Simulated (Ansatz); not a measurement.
# Wannier-function calculation, with input and output: InSe (part 2 of 2)

InSe (8 atoms in the cell); maximally localised Wannier functions of PBE bands, plane waves, PAW, no spin polarisation (Ansatz 0.2.0); cutoff 420 eV, 6×6×2 k-mesh, fixed occupations. The structure derives from an entry of the Crystallography Open Database. The geometry comes from this level: r2scan-rvv10. It belongs to a series of runs on one base structure; here: anion s p.

Geometry of the input (Å; fractional positions):
```
4.0181  0.0000  0.0000
-2.0091  3.4798  0.0000
0.0000  0.0000  16.9256
In 0.3333  0.6667  0.1677
In 0.6667  0.3333  0.6677
In 0.3333  0.6667  0.3323
In 0.6667  0.3333  0.8323
Se 0.3333  0.6667  0.5928
Se 0.6667  0.3333  0.0928
Se 0.3333  0.6667  0.9072
Se 0.6667  0.3333  0.4072
```

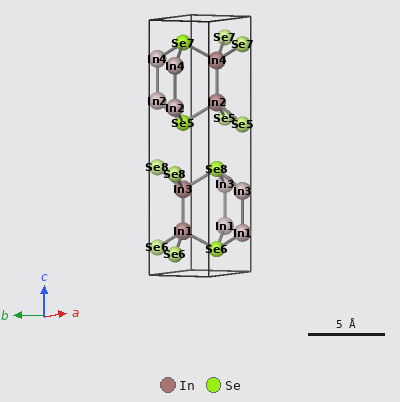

The input geometry (ball-and-stick view of the cell of the calculation, seen at an oblique angle; neighbours outside the cell are drawn fainter; atoms are numbered from 1 in the order of the input).

File rho_z.tsv
```
# z_ang	rho[e/angstrom^3]
# format = ansatz-planar-average/11
# lattice	4.018111905	0.000000000	0.000000000
# lattice	-2.009055953	3.479786985	0.000000000
# lattice	0.000000000	0.000000000	16.925613538
# sites	8
# site	49	-0.000000000	2.319857990	2.838464881
# site	49	2.009055953	1.159928995	11.301271650
# site	49	-0.000000000	2.319857990	5.624341888
# site	49	2.009055953	1.159928995	14.087148657
# site	34	-0.000000000	2.319857990	10.033266948
# site	34	2.009055953	1.159928995	1.570460179
# site	34	-0.000000000	2.319857990	15.355153359
# site	34	2.009055953	1.159928995	6.892346590
0.000000	3.665341e-2
0.141047	3.965172e-2
0.282094	4.948694e-2
0.423140	6.681256e-2
0.564187	9.377088e-2
0.705234	1.310452e-1
0.846281	1.848178e-1
0.987327	2.793900e-1
1.128374	4.626013e-1
1.269421	7.843606e-1
1.410468	1.187763e0
1.551515	1.429513e0
1.692561	1.310556e0
1.833608	9.574619e-1
1.974655	6.454595e-1
2.115702	4.984188e-1
2.256748	4.964612e-1
2.397795	5.891718e-1
2.538842	7.236562e-1
2.679889	8.416342e-1
2.820936	8.862015e-1
2.961982	8.260575e-1
3.103029	6.797082e-1
3.244076	4.991286e-1
3.385123	3.354533e-1
3.526169	2.171589e-1
3.667216	1.467221e-1
3.808263	1.100111e-1
3.949310	9.143669e-2
4.090357	8.260107e-2
4.231403	7.999147e-2
4.372450	8.260107e-2
4.513497	9.143669e-2
4.654544	1.100111e-1
4.795591	1.467221e-1
4.936637	2.171589e-1
5.077684	3.354533e-1
5.218731	4.991286e-1
5.359778	6.797082e-1
5.500824	8.260575e-1
5.641871	8.862015e-1
5.782918	8.416342e-1
5.923965	7.236562e-1
6.065012	5.891718e-1
6.206058	4.964612e-1
6.347105	4.984188e-1
6.488152	6.454595e-1
6.629199	9.574619e-1
6.770245	1.310556e0
6.911292	1.429513e0
7.052339	1.187763e0
7.193386	7.843606e-1
7.334433	4.626013e-1
7.475479	2.793900e-1
7.616526	1.848178e-1
7.757573	1.310452e-1
7.898620	9.377088e-2
8.039666	6.681256e-2
8.180713	4.948694e-2
8.321760	3.965172e-2
8.462807	3.665341e-2
8.603854	3.965172e-2
8.744900	4.948694e-2
8.885947	6.681256e-2
9.026994	9.377088e-2
9.168041	1.310452e-1
9.309087	1.848178e-1
9.450134	2.793900e-1
9.591181	4.626013e-1
9.732228	7.843606e-1
9.873275	1.187763e0
10.014321	1.429513e0
10.155368	1.310556e0
10.296415	9.574619e-1
10.437462	6.454595e-1
10.578508	4.984188e-1
10.719555	4.964612e-1
10.860602	5.891718e-1
11.001649	7.236562e-1
11.142696	8.416342e-1
11.283742	8.862015e-1
11.424789	8.260575e-1
11.565836	6.797082e-1
11.706883	4.991286e-1
11.847929	3.354533e-1
11.988976	2.171589e-1
12.130023	1.467221e-1
12.271070	1.100111e-1
12.412117	9.143669e-2
12.553163	8.260107e-2
12.694210	7.999147e-2
12.835257	8.260107e-2
12.976304	9.143669e-2
13.117350	1.100111e-1
13.258397	1.467221e-1
13.399444	2.171589e-1
13.540491	3.354533e-1
13.681538	4.991286e-1
13.822584	6.797082e-1
13.963631	8.260575e-1
14.104678	8.862015e-1
14.245725	8.416342e-1
14.386772	7.236562e-1
14.527818	5.891718e-1
14.668865	4.964612e-1
14.809912	4.984188e-1
14.950959	6.454595e-1
15.092005	9.574619e-1
15.233052	1.310556e0
15.374099	1.429513e0
15.515146	1.187763e0
15.656193	7.843606e-1
15.797239	4.626013e-1
15.938286	2.793900e-1
16.079333	1.848178e-1
16.220380	1.310452e-1
16.361426	9.377088e-2
16.502473	6.681256e-2
16.643520	4.948694e-2
16.784567	3.965172e-2
```

File v_z.tsv
```
# z_ang	v_es[eV]	v_tot[eV]
# format = ansatz-planar-average/11
# xc	pbe
# density_cutoff_ev	1680
# datasets	In=:simpson_from_first_knot:soft	Se=:simpson_from_first_knot:soft
# lattice	4.018111905	0.000000000	0.000000000
# lattice	-2.009055953	3.479786985	0.000000000
# lattice	0.000000000	0.000000000	16.925613538
# sites	8
# site	49	-0.000000000	2.319857990	2.838464881
# site	49	2.009055953	1.159928995	11.301271650
# site	49	-0.000000000	2.319857990	5.624341888
# site	49	2.009055953	1.159928995	14.087148657
# site	34	-0.000000000	2.319857990	10.033266948
# site	34	2.009055953	1.159928995	1.570460179
# site	34	-0.000000000	2.319857990	15.355153359
# site	34	2.009055953	1.159928995	6.892346590
0.000000	1.161845e1	6.711772e0
0.141047	1.155159e1	6.538515e0
0.282094	1.133974e1	6.037677e0
0.423140	1.094813e1	5.160124e0
0.564187	1.027057e1	3.908550e0
0.705234	9.135564e0	2.167632e0
0.846281	7.768951e0	1.411606e-1
0.987327	6.631290e0	-1.672478e0
1.128374	5.849159e0	-3.131455e0
1.269421	5.284186e0	-4.333519e0
1.410468	4.799701e0	-5.354905e0
1.551515	4.316322e0	-6.213099e0
1.692561	3.768847e0	-6.985890e0
1.833608	3.062634e0	-7.797217e0
1.974655	2.052848e0	-8.879315e0
2.115702	9.096790e-1	-1.017838e1
2.256748	7.020374e-2	-1.128314e1
2.397795	-2.470861e-1	-1.183401e1
2.538842	-2.846721e-1	-1.197393e1
2.679889	-3.201434e-1	-1.195415e1
2.820936	-2.375785e-1	-1.164690e1
2.961982	1.065270e-1	-1.090406e1
3.103029	7.879348e-1	-9.650281e0
3.244076	1.864351e0	-7.844122e0
3.385123	3.308164e0	-5.558188e0
3.526169	4.984822e0	-3.027182e0
3.667216	6.654560e0	-6.402330e-1
3.808263	8.000749e0	1.175180e0
3.949310	8.839322e0	2.243514e0
4.090357	9.283522e0	2.768922e0
4.231403	9.429992e0	2.938884e0
4.372450	9.283522e0	2.768922e0
4.513497	8.839322e0	2.243514e0
4.654544	8.000749e0	1.175180e0
4.795591	6.654560e0	-6.402330e-1
4.936637	4.984822e0	-3.027182e0
5.077684	3.308164e0	-5.558188e0
5.218731	1.864351e0	-7.844122e0
5.359778	7.879348e-1	-9.650281e0
5.500824	1.065270e-1	-1.090406e1
5.641871	-2.375785e-1	-1.164690e1
5.782918	-3.201434e-1	-1.195415e1
5.923965	-2.846721e-1	-1.197393e1
6.065012	-2.470861e-1	-1.183401e1
6.206058	7.020374e-2	-1.128314e1
6.347105	9.096790e-1	-1.017838e1
6.488152	2.052848e0	-8.879315e0
6.629199	3.062634e0	-7.797217e0
6.770245	3.768847e0	-6.985890e0
6.911292	4.316322e0	-6.213099e0
7.052339	4.799701e0	-5.354905e0
7.193386	5.284186e0	-4.333519e0
7.334433	5.849159e0	-3.131455e0
7.475479	6.631290e0	-1.672478e0
7.616526	7.768951e0	1.411606e-1
7.757573	9.135564e0	2.167632e0
7.898620	1.027057e1	3.908550e0
8.039666	1.094813e1	5.160124e0
8.180713	1.133974e1	6.037677e0
8.321760	1.155159e1	6.538515e0
8.462807	1.161845e1	6.711772e0
8.603854	1.155159e1	6.538515e0
8.744900	1.133974e1	6.037677e0
8.885947	1.094813e1	5.160124e0
9.026994	1.027057e1	3.908550e0
9.168041	9.135564e0	2.167632e0
9.309087	7.768951e0	1.411606e-1
9.450134	6.631290e0	-1.672478e0
9.591181	5.849159e0	-3.131455e0
9.732228	5.284186e0	-4.333519e0
9.873275	4.799701e0	-5.354905e0
10.014321	4.316322e0	-6.213099e0
10.155368	3.768847e0	-6.985890e0
10.296415	3.062634e0	-7.797217e0
10.437462	2.052848e0	-8.879315e0
10.578508	9.096790e-1	-1.017838e1
10.719555	7.020374e-2	-1.128314e1
10.860602	-2.470861e-1	-1.183401e1
11.001649	-2.846721e-1	-1.197393e1
11.142696	-3.201434e-1	-1.195415e1
11.283742	-2.375785e-1	-1.164690e1
11.424789	1.065270e-1	-1.090406e1
11.565836	7.879348e-1	-9.650281e0
11.706883	1.864351e0	-7.844122e0
11.847929	3.308164e0	-5.558188e0
11.988976	4.984822e0	-3.027182e0
12.130023	6.654560e0	-6.402330e-1
12.271070	8.000749e0	1.175180e0
12.412117	8.839322e0	2.243514e0
12.553163	9.283522e0	2.768922e0
12.694210	9.429992e0	2.938884e0
12.835257	9.283522e0	2.768922e0
12.976304	8.839322e0	2.243514e0
13.117350	8.000749e0	1.175180e0
13.258397	6.654560e0	-6.402330e-1
13.399444	4.984822e0	-3.027182e0
13.540491	3.308164e0	-5.558188e0
13.681538	1.864351e0	-7.844122e0
13.822584	7.879348e-1	-9.650281e0
13.963631	1.065270e-1	-1.090406e1
14.104678	-2.375785e-1	-1.164690e1
14.245725	-3.201434e-1	-1.195415e1
14.386772	-2.846721e-1	-1.197393e1
14.527818	-2.470861e-1	-1.183401e1
14.668865	7.020374e-2	-1.128314e1
14.809912	9.096790e-1	-1.017838e1
14.950959	2.052848e0	-8.879315e0
15.092005	3.062634e0	-7.797217e0
15.233052	3.768847e0	-6.985890e0
15.374099	4.316322e0	-6.213099e0
15.515146	4.799701e0	-5.354905e0
15.656193	5.284186e0	-4.333519e0
15.797239	5.849159e0	-3.131455e0
15.938286	6.631290e0	-1.672478e0
16.079333	7.768951e0	1.411606e-1
16.220380	9.135564e0	2.167632e0
16.361426	1.027057e1	3.908550e0
16.502473	1.094813e1	5.160124e0
16.643520	1.133974e1	6.037677e0
16.784567	1.155159e1	6.538515e0
```

File wannier.spreads.toml
```
omega_i_ang2 = 50.30840969940448
omega_d_ang2 = 0.6692606838217855
omega_od_ang2 = 4.672091440073735
omega_total_ang2 = 55.6497618233
least_projectability = 0.3023023541583609
b_vectors_match_mmn = true
n_iter = 26
converged = true
rejected_fitted_steps = 1

[[wannier]]
r = [2.0090559526379046, 1.1599289951327891, 7.060975922693423]
spread = 3.3228334284159686

[[wannier]]
r = [0.00000000032646580069489, 2.3198579901571077, 9.864637615121064]
spread = 3.322833428422385

[[wannier]]
r = [2.009055952724152, 1.1599289950643088, 1.4018308461298228]
spread = 3.322833428489079

[[wannier]]
r = [-0.00000000016675684786021805, 2.319857990130801, 15.523782691549089]
spread = 3.322833428791796

[[wannier]]
r = [0.7414145902244295, 1.8918020763666332, 14.647675750463504]
spread = 3.5298690057623503

[[wannier]]
r = [-0.7414145904171252, 1.8918020768443595, 10.740744555577464]
spread = 3.529869007255982

[[wannier]]
r = [2.750470542988764, 1.5879849083318978, 6.184868981749681]
spread = 3.5298690085689657

[[wannier]]
r = [2.009055952841875, 0.303817168442262, 2.277937787249814]
spread = 3.5298690089801568

[[wannier]]
r = [-0.00000000004534741511248939, 3.175969816787477, 10.740744556193077]
spread = 3.5298690090274505

[[wannier]]
r = [2.750470542797258, 1.5879849086309483, 2.2779377873930495]
spread = 3.529869009082992

[[wannier]]
r = [1.267641362142215, 1.587984908312808, 2.277937787106009]
spread = 3.5298690091337406

[[wannier]]
r = [2.009055952499853, 0.3038171684383481, 6.184868981549634]
spread = 3.52986900917368

[[wannier]]
r = [0.00000000021988550984955214, 3.175969816825774, 14.647675750628371]
spread = 3.529869009191998

[[wannier]]
r = [1.2676413622100327, 1.5879849084589908, 6.184868981672286]
spread = 3.5298690098461663

[[wannier]]
r = [0.7414145902125762, 1.8918020768231383, 10.740744556693585]
spread = 3.5298690113662303

[[wannier]]
r = [-0.741414590498157, 1.8918020773424302, 14.647675750543103]
spread = 3.5298690117913054

[[curvature_check]]
after_line_search = 13
omega_tilde_before_ang2 = 8.99410057188886
krylov_steps = 54
lowest_ritz_value_ang2 = -3.627141492377526
residual_ang2 = 9.685832812414083e-17
settled = true
first_negative_step = 3
curvature_along_ang2 = -3.625731763266799
angle_rad = 1.04036837855946
omega_tilde_after_ang2 = 6.80304050296061
outcome = "escaped"

[[curvature_check]]
after_line_search = 26
omega_tilde_before_ang2 = 5.34135212389552
krylov_steps = 47
lowest_ritz_value_ang2 = 2.6796115197612482
residual_ang2 = 2.1404096671057037e-8
settled = true
outcome = "no-negative-curvature"
```

Key numbers

| quantity | value |
| --- | --- |
| outcome | converged |
| space group (tolerance 0.01 Å) | P6₃/mmc (194) |
| electrons treated | 116 |
| free energy | −44271.7610 eV |
| total spread of the Wannier functions | 55.650 Å² |
| Fermi energy | 7.105 eV |
| gap on the k-point mesh | 0.45 eV |
| hardware | 4 threads of Arm Neoverse V1, 24 GiB of memory available, shared host |
| wall time | 19 s (CPU time 75 s) |
| peak memory | 1.1 GiB |
